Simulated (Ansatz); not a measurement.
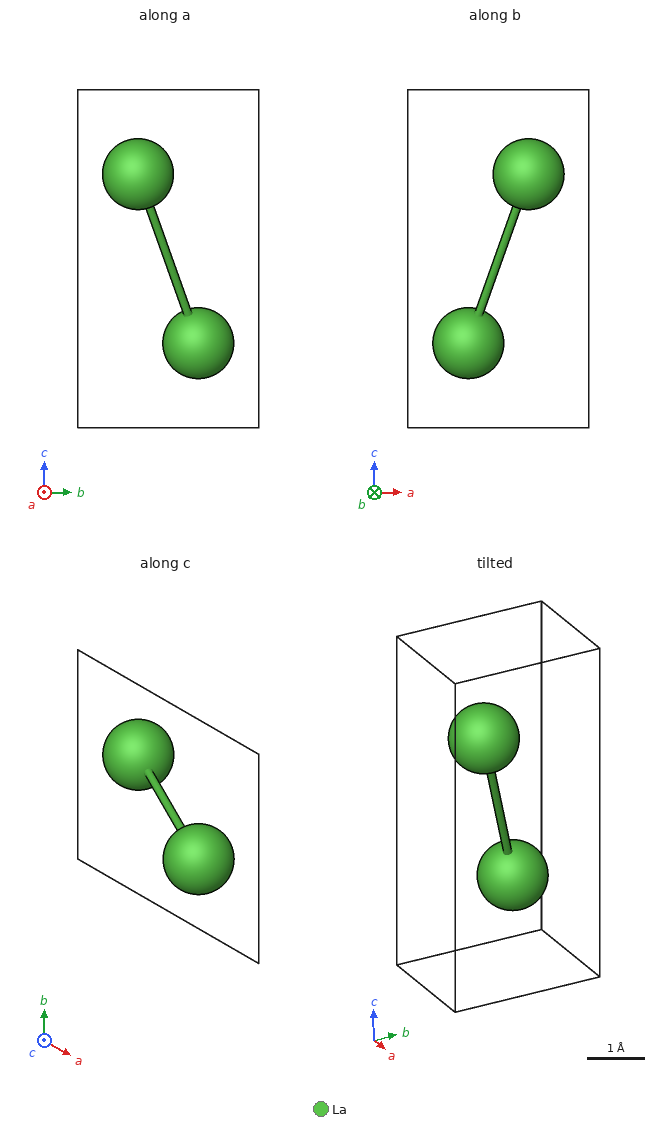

View along the a axis, along the b axis, along the c axis and slightly off an axis, drawn as a ball-and-stick model. One unit cell is outlined, and atoms on its boundary appear in each equivalent place.

Lattice parameters: a = 3.727 Å, b = 3.727 Å, c = 6.021 Å, α = 90.02°, β = 90.02°, γ = 120.01°. Put a along x and b in the xy plane.

Convert the drawing into a POSCAR file, with free fractional coordinates to two decimals.

```
La
1.0
     3.727    0.000    0.000
    -1.864    3.227    0.000
    -0.002   -0.004    6.021
La
2
Direct
  0.33 0.67 0.25
  0.67 0.33 0.75
```

Provenance: a structure type filled with this element by a generator (whether the element takes this form wasn't checked). Earlier steps of the study may have refined or changed the cell and positions. An electronic-structure calculation with Ansatz was run on it.
